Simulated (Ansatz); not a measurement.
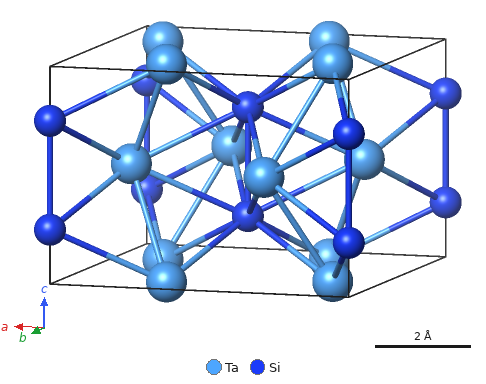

View from a general direction, drawn as a ball-and-stick model. Atoms at the boundary of the conventional unit cell (the box) are drawn once for each face, edge or corner they touch. Cell: a = 6.628 Å, b = 6.628 Å, c = 4.637 Å, α = 90.00°, β = 90.00°, γ = 90.00°.

Description:

- Chemical formula Ta₂Si.
- Symmetry: I4/mcm (No. 140), body-centred tetragonal lattice.
- With Z = 4, the cell contains 8 Ta, 4 Si.
- Counting atoms within bonding range gives coordination numbers of Ta 7 and Si 10. Not all metal-metal contacts are counted.

Origin of the cell: a structure listed in the Materials Project. The cell was then strained or its atoms displaced on purpose. A calculation with Ansatz used it as input.

At this level of theory the run's own cell isn't at rest (stretched, at -11 GPa), so its distances can differ from those at equilibrium, the more so the softer the solid.
